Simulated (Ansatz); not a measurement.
Consider Pt.

The calculation's input:

```
crystal:
  lattice:
    - [2.7251696203, 0.0, 0.0]
    - [-1.3625848102, 2.3600661208, 0.0]
    - [0.0, 0.0, 4.7068056308]
  atoms:
    - { symbol: Pt, position: [0.4538711745, 0.2379970213, 0.75] }
    - { symbol: Pt, position: [0.3333333333, 0.6666666667, 0.25] }
basis:
  ecutwfc: 420
kpoints:
  mp_grid: { grid: [24, 24, 14] }
hamiltonian:
  xc: pbesol
scf:
  occupations: { method: gaussian, width: 0.15 }
output:
  forces: true
  stress: true
  eigenvalues: true
  write_density: true
  write_potential: true
  elf: true
  volumetric_format: npy
```

Run with:

```sh
ansatz run input.yaml --threads 2 --pin off --max-ram 5120MiB --backend cpu --events-out ev --progress --plain --runs-dir out
```

Below, planes, directions and counts refer to the conventional cell (a = 2.73 Å, b = 4.71 Å, c = 2.73 Å, α = 90.00°, β = 120.00°, γ = 90.00°).

Space group P2₁/m; a structure from a database of computed crystals, not necessarily the ambient phase; changed on purpose from its base cell (atom 1 (Pt) moved by (-0.450, -0.225) A along x and y).

Method: DFT PBEsol, scalar-relativistic, plane waves, PAW in Ansatz.

What can the converged valence pseudo-density and electron localisation function tell about the bonding?

Answer. Pt–Pt (2.73 Å): the density is about 0.41 e/Å³ at the midpoint; the ELF is about 0.30 at the midpoint (no shared electron pair shows on this line).

Metal or insulator at this level of theory?

Answer. It is metallic or semimetallic at this level of theory: no gap opens.

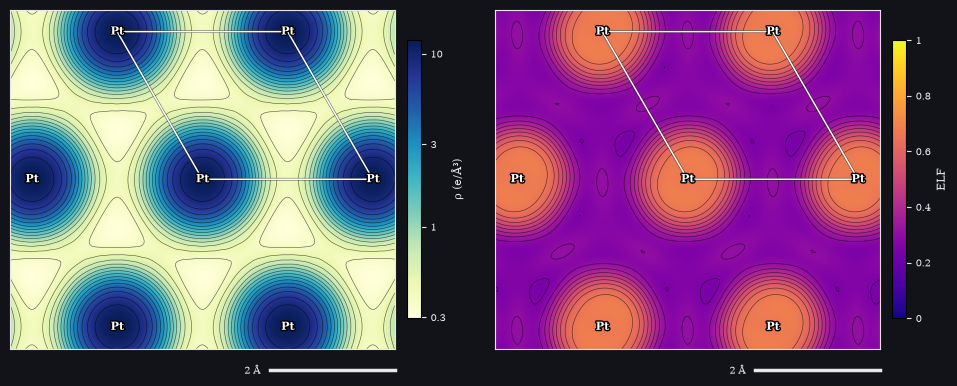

Computed valence pseudo-density and electron localisation function on the (010) plane of the conventional cell, in this order. 

Core electrons are frozen (PAW), and the valence fields are smoothed inside the atomic spheres.
